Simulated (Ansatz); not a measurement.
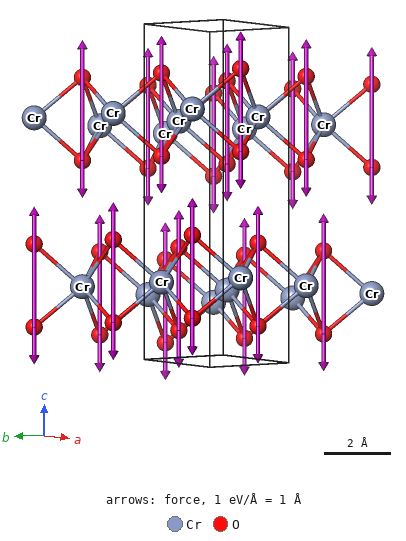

Starting geometry of crystalline CrO$_{2}$ (a generated structure, set up in P6_3/mmc) (coarse preliminary run) with the computed forces as purple arrows. The picture is a ball-and-stick view of the cell of the calculation, repeated 3 × 3 × 1 with one cell outlined, seen from a free direction.

Case: Mo → Cr, S → O on all its sites, cell and atoms relaxed.

Method: DFT PBEsol, scalar-relativistic, plane waves, PAW (Ansatz).

The input:
```yaml
crystal:
  lattice:
    - [2.5966348335, 0.0, 0.0]
    - [-1.2983174168, 2.2487517301, 0.0]
    - [0.0, 0.0, 10.402687275]
  atoms:
    - { symbol: Cr, position: [0.6666666667, 0.3333333333, 0.25] }
    - { symbol: Cr, position: [0.3333333333, 0.6666666667, 0.75] }
    - { symbol: O, position: [0.6666666667, 0.3333333333, 0.6261196804] }
    - { symbol: O, position: [0.3333333333, 0.6666666667, 0.3738803196] }
    - { symbol: O, position: [0.6666666667, 0.3333333333, 0.8738803196] }
    - { symbol: O, position: [0.3333333333, 0.6666666667, 0.1261196804] }
basis:
  ecutwfc: 420
kpoints:
  mp_grid: { grid: [12, 12, 2] }
hamiltonian:
  xc: pbesol
scf:
  occupations: { method: gaussian, width: 0.1 }
output:
  forces: true
  stress: true
  eigenvalues: true
relax:
  adjacent_minimum: "off"
  f_tol: 0.05
  max_steps: 60
  cell: { stress_tol: 0.5 }
```

Launched with:
```bash
ansatz run input.yaml --threads 1 --pin off --max-ram 2560MiB --backend cpu --events-out ev --progress --plain --runs-dir out
```

Question: Is this structure relaxed? If not, where do the atoms go?

Answer: It isn't relaxed: the largest force vector, on O atoms, is 3.74 eV/Å. The atoms end up moving mostly along the starting forces (cosine between the two patterns 1.00). The largest moves relative to the cell, 0.18 Å, are those of O3, O4, O5 and O6. O4 goes along −c. Cr stays in place. Cell: a = b 2.597 → 2.588 Å (−0.4 %), c 10.403 → 10.720 Å (+3.1 %). Volume +2.3 %. Near-neighbour distances that change, for instance: Cr1–O4 1.977 → 1.885 Å, Cr1–Cr1 2.597 → 2.588 Å. Bond angles that change, for instance: O4–Cr1–O6 81.4° → 75.1°, Cr1–O4–Cr1 82.1° → 86.7°, O4–Cr1–O4 82.1° → 86.7°. The space group stays P6_3/mmc (No. 194). The energy falls by 1.165 eV per cell of the calculation in 5 accepted moves (8 points after the start). The largest force component goes from 3.7 to 0.0073 eV/Å. The pressure goes from −23.60 to 0.07 GPa. At 3 points the geometry stayed and the basis and grid were re-selected for the new cell (energy shift of 5.0 meV per cell of the calculation at most each time). The run took 25 s on 1 thread of Intel(R) Xeon(R) 6975P-C (Granite Rapids), on a shared host, peak memory 0.4 GiB.
